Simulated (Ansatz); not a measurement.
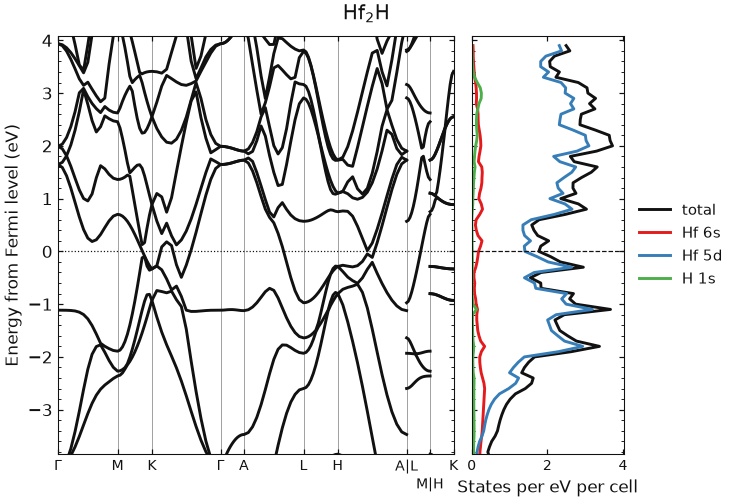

What does this figure show?

Band structure and density of states of Hf₂H, space group P6/mmm (No. 191), 3 atoms in the cell. Level of theory: DFT PBE, scalar-relativistic, plane waves, PAW, no spin polarisation, 18×18×8 k mesh, 420 eV cutoff, Gaussian smearing of 0.1 eV; code Ansatz 0.2.0. Energies are counted from the Fermi level. The partial curves are projected on Löwdin-orthogonalised atomic shells.

A metal: bands cross the Fermi level along this path. Bands cross the Fermi level on M–K, K–Γ, A–L, H–A and L–M, and not on Γ–M, Γ–A, L–H and H–K. At H the nearest levels lie 0.28 eV below and 0.75 eV above the Fermi level. The density of states at the Fermi level is about 2 per eV and cell (mean within 0.25 eV), or 0.67 per atom.

The structure is an invented one, so it need not be a known or stable phase. The starting guess was a poor one. Spin-orbit coupling is left out, which matters for Hf.
